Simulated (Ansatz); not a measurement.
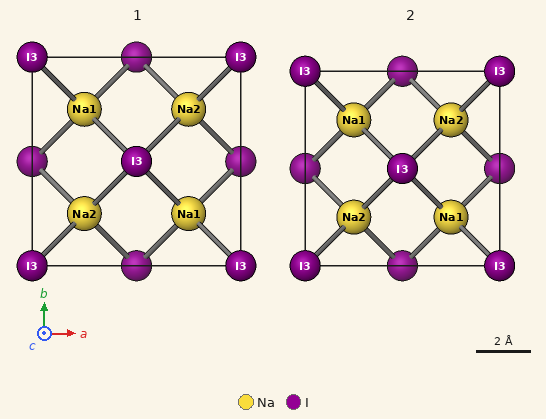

Two geometries of solid Na₂I (a generated structure, set up in Fm-3m), drawn at one scale. One is the start of a relaxation, the other its converged end. The picture is a ball-and-stick view of the conventional cell (4 times the calculation's cell), seen along the c axis. Lengths and directions refer to the drawn axes.

The calculation used DFT PBEsol, scalar-relativistic, plane waves, PAW (Ansatz 0.2.0). Set-up: plane-wave cutoff 420 eV; k-point mesh 10 × 10 × 10; occupations gaussian; smearing width 0.1 eV; no spin polarisation; cell and atoms relaxed; force threshold 0.01 eV/Å; at most 60 steps.

**Which one is relaxed?**

Structure 1 is the relaxed one. Case: Te → I on all its sites, cell and atoms relaxed. No atom moves by more than 0.005 Å relative to the cell. The drawn cell changes as follows: a = b = c 7.256 → 7.784 Å (+7.3 %); the volume changes by +23.4 %. Some distances before and after: Na1–I3 3.142 → 3.371 Å. The space group stays Fm-3m (No. 225). The energy falls by 63.4 meV per atom in 3 accepted moves (4 points after the start). All forces vanish by symmetry, so only the cell relaxes. Pressure: 3.13 GPa at the start and 0.10 GPa at the end. At 1 point the geometry stayed and the basis and grid were re-selected for the new cell (energy shift of 0.9 meV per atom at most each time). The run took 36 s on 1 thread of Arm Neoverse V1, on a shared host, peak memory 0.42 GiB.
